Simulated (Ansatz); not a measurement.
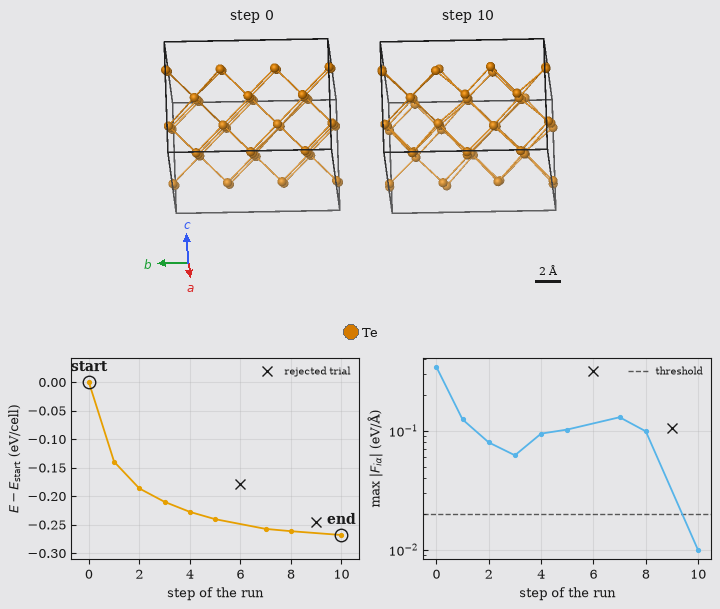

First and last geometry of a relaxation of a defect cell of composition Te (started half-way along a vacancy jump, in the symmetry of that start), with the history of the run. A ball-and-stick model of the conventional cell (2 times the calculation's cell), seen from a free direction. Lengths and directions refer to the drawn axes.

Computed with Ansatz, DFT PBE, scalar-relativistic, plane waves, PAW. Set-up: plane-wave cutoff 420 eV; k-point mesh 4 × 4 × 4; occupations gaussian; smearing width 0.1 eV; no spin polarisation; atoms relaxed in a fixed cell; force threshold 0.02 eV/Å; at most 60 steps.

Did the run converge, and what did it change?

It converged. After 8 accepted moves (10 points after the start) the energy has fallen by 0.268 eV per cell of the calculation. Largest force component: 0.34 eV/Å at the start, 0.0099 eV/Å at the end. The line search rejected the trial steps at points 6, 9 of the run. The largest moves, 0.27 Å, are those of Te atoms. The cell stays as it was. Near-neighbour distances that change, for instance: Te–Te 3.202 → 2.880 Å, Te–Te 3.202 → 3.478 Å, Te–Te 3.202 → 3.018 Å, Te–Te 3.202 → 3.381 Å. Among the angles between lasting bonds that change: Te–Te–Te 180.0° → 170.2°, Te–Te–Te 180.0° → 170.9°, Te–Te–Te 89.9° → 98.3°. The run took 16 min on 4 threads of Arm Neoverse V1, on a shared host, peak memory 4 GiB.
